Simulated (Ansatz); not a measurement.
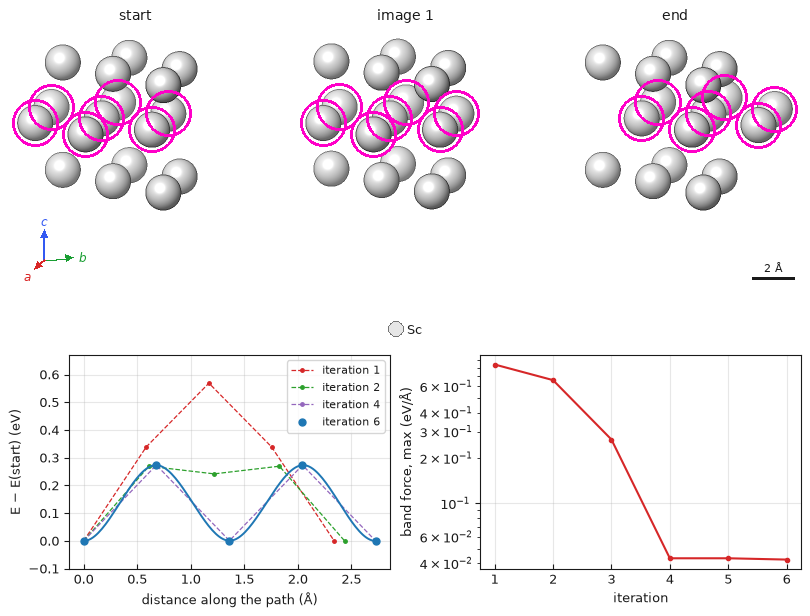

A nudged-elastic-band calculation for a 2-atom cell of Sc (set up in P6_3/mmc). Images are numbered from 0 (start) to 4 (end). The plot follows the band through its iterations. A spheres-only model of the atoms within 4.7 Å of the middle of the path, seen slightly off an axis. The moving atom is ringed, with any periodic copies.

The calculation used DFT, LDA, PAW with Ansatz's default frozen-core files, scalar-relativistic (Ansatz 0.2.0).

The input:
```yaml
crystal:
  lattice:
    - [3.309, 0.0, 0.0]
    - [-1.6545, 2.8656780611, 0.0]
    - [0.0, 0.0, 5.2733]
  atoms:
    - { symbol: Sc, position: [0.3333333333, 0.6666666667, 0.25] }
    - { symbol: Sc, position: [0.6666666667, 0.3333333333, 0.75] }
kpoints:
  mp_grid: { grid: [8, 8, 4] }
scf:
  occupations: { method: fermi_dirac, width: 0.05 }
hamiltonian:
  xc: lda
  pseudopotentials: { kind: paw }
output:
  forces: true
neb:
  images: 3
  f_tol: 0.05
  max_iterations: 40
  relax_end_points: true
  final_atoms:
    - { symbol: Sc, position: [0.3333333333, 0.6666666667, 0.25] }
    - { symbol: Sc, position: [0.6666666667, 1.3333333333, 0.75] }
```

Launched with:
```bash
ansatz run input.yaml --threads 4 --pin off --max-ram 4096MiB --backend cpu --events-out ev --progress --plain --runs-dir out
```

How did the profile develop, and is the result final?

Answer. The run is converged, with reservations. The band converged in 6 iterations. The largest component of the band force went from 0.84 to 0.042 eV/Å. The climbing image converged on the top of the path. Its curvatures weren't checked. The first iteration put the highest image at 0.569 eV. The two ends have the same energy, and the highest point, image 1, lies 0.273 eV above the start. The profile has 2 maxima (images 1, 3) with a dip at image 2 (0.001 eV), so the process runs in steps.
